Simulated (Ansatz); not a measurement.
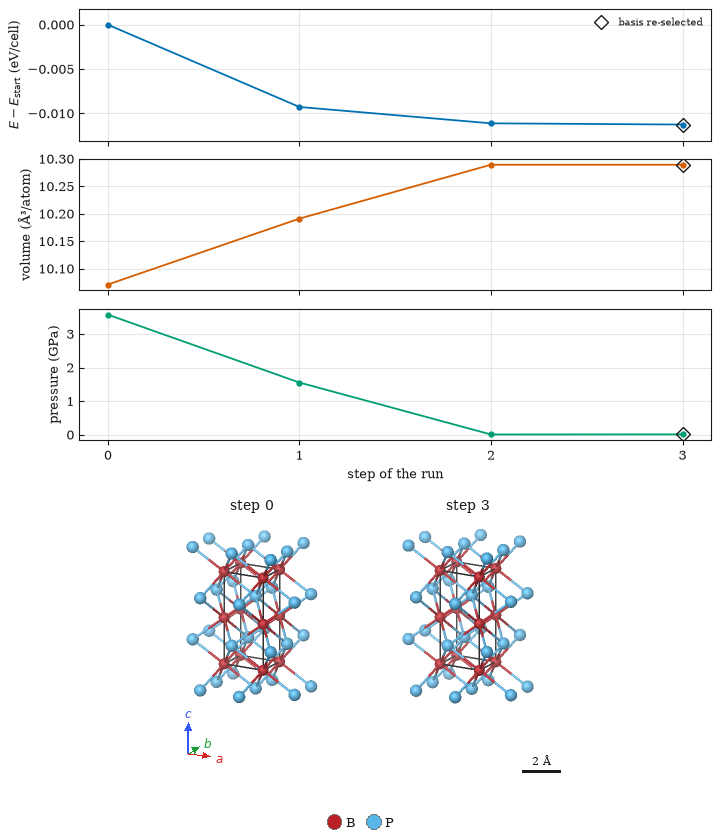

First and last geometry of a relaxation of solid BP (built on the NiAs type), with the history of the run. A ball-and-stick model of the cell of the calculation, seen slightly off an axis.

Theory: DFT, r2SCAN+rVV10, plane waves, PAW (Ansatz 0.2.0). Set-up: plane-wave cutoff 500 eV; k-point mesh 12 × 12 × 6; occupations fermi dirac; smearing width 0.03 eV; no spin polarisation; cell and atoms relaxed; force threshold 0.01 eV/Å; at most 120 steps.

> Did the run converge, and what did it change?

It converged. Over 2 accepted moves (3 points after the start) the energy falls by 11.3 meV per cell of the calculation. All forces vanish by symmetry, so only the cell relaxes. Pressure: 3.58 GPa at the start and 0.01 GPa at the end. The SCF was repeated once at an unchanged geometry on a basis and grid sized afresh for the cell, which shifted the energy by 0.1 meV per cell of the calculation at most. No atom moves by more than 0.005 Å relative to the cell. The volume changes by +2.2 %, with a = b 3.050 → 3.063 Å (+0.4 %), c 5.002 → 5.065 Å (+1.3 %). Among the contacts that change: B–P 2.160 → 2.175 Å. The space group stays P6_3/mmc (No. 194).
